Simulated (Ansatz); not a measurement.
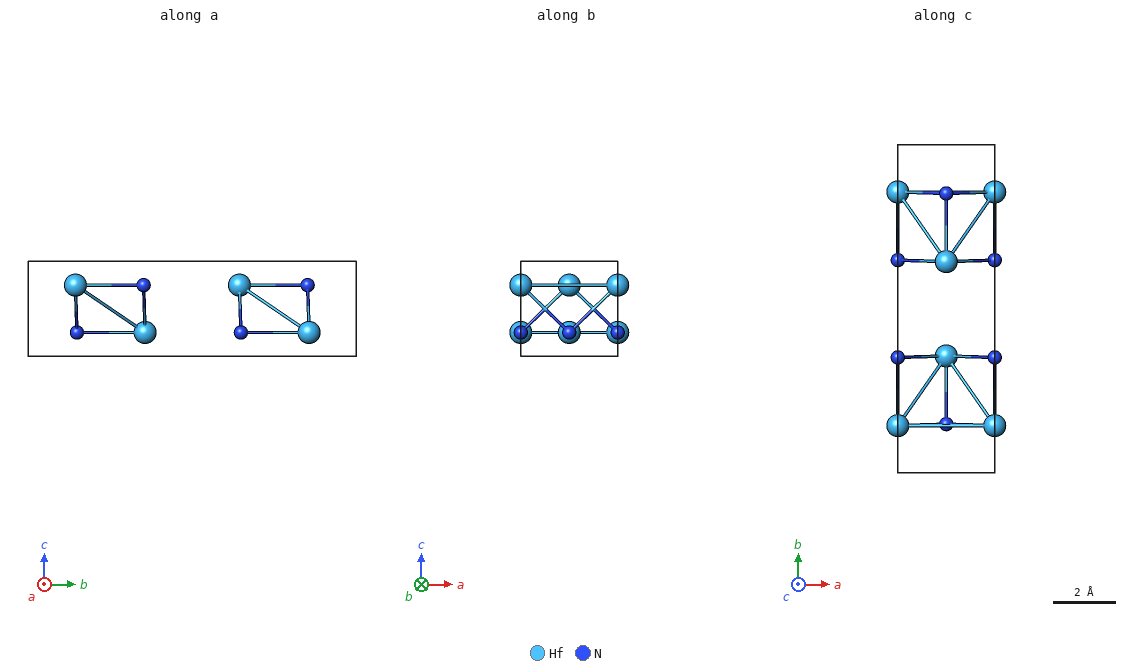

Ball-and-stick drawing of the structure, looking along the a axis, along the b axis and along the c axis. Lines trace the edges of the conventional unit cell.

Lattice parameters: a = 3.1436 Å, b = 10.6396 Å, c = 3.0728 Å, α = 90.000°, β = 90.000°, γ = 90.000°.

Reconstruct the structure as a CIF in P1 with every atom of the cell, with free fractional coordinates to two decimals.

Answer.
```cif
data_structure
_symmetry_space_group_name_H-M 'P 1'
_symmetry_Int_Tables_number 1
_cell_length_a 3.1436
_cell_length_b 10.6396
_cell_length_c 3.0728
_cell_angle_alpha 90.000
_cell_angle_beta 90.000
_cell_angle_gamma 90.000
_cell_volume 102.77
loop_
_atom_site_label
_atom_site_type_symbol
_atom_site_fract_x
_atom_site_fract_y
_atom_site_fract_z
_atom_site_occupancy
Hf1 Hf 0.00 0.14 0.75 1
Hf2 Hf 0.50 0.36 0.25 1
N1 N 0.00 0.35 0.75 1
N2 N 0.50 0.15 0.25 1
Hf3 Hf 0.50 0.64 0.75 1
Hf4 Hf 0.00 0.86 0.25 1
N3 N 0.50 0.85 0.75 1
N4 N 0.00 0.65 0.25 1
```

The model was built from a structure type filled with these elements by a generator (whether the compound takes this form wasn't checked). It was relaxed at fixed volume with Ansatz, DFT PBEsol, scalar-relativistic, plane waves, PAW.
